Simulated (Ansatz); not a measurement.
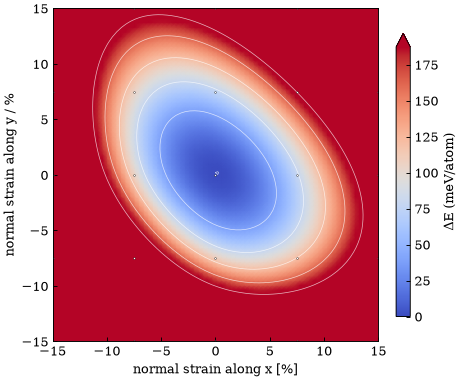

PtSe2 (P-3m1, No. 164; 3 atoms in the cell). The energy is mapped over two homogeneous strains (x along [1 0 0], y along [1 2 0], z along [0 0 1] of the conventional cell). The first coordinate is: normal strain along x; the second: normal strain along y. Nothing is relaxed (fractional coordinates fixed). The scan uses a 5 × 5 grid. Energies are in meV/atom, from the lowest grid point. Method: Ansatz 0.2.0, DFT PBEsol+D3(BJ), scalar-relativistic, plane waves, PAW. Settings: cutoff 420 eV, k-mesh 12×12×8 in the order of the run's cell vectors, gaussian smearing 0.15 eV, no spin polarisation.

The picture shows a smooth colour map with a few white contour lines, dots at the grid points, one colour for all values above the top of the scale. Between grid points the surface is interpolated.

Q: Where is the minimum, and how stiff is the crystal against these two strains (in GPa)?

A: The interpolated minimum is at 0.0 % and 0.0 %. Divided by the cell volume of 56.0 Å³, the second derivatives of the energy there are about 270 GPa along the first strain and 270 GPa along the second, with a cross term of about 106 GPa (clamped ions). Round the minimum the valley is somewhat tilted: raising normal strain along x shifts the best value of normal strain along y downwards (coupling k₁₂/√(k₁₁k₂₂) about 0.4).

PAW datasets: the set soft_1.
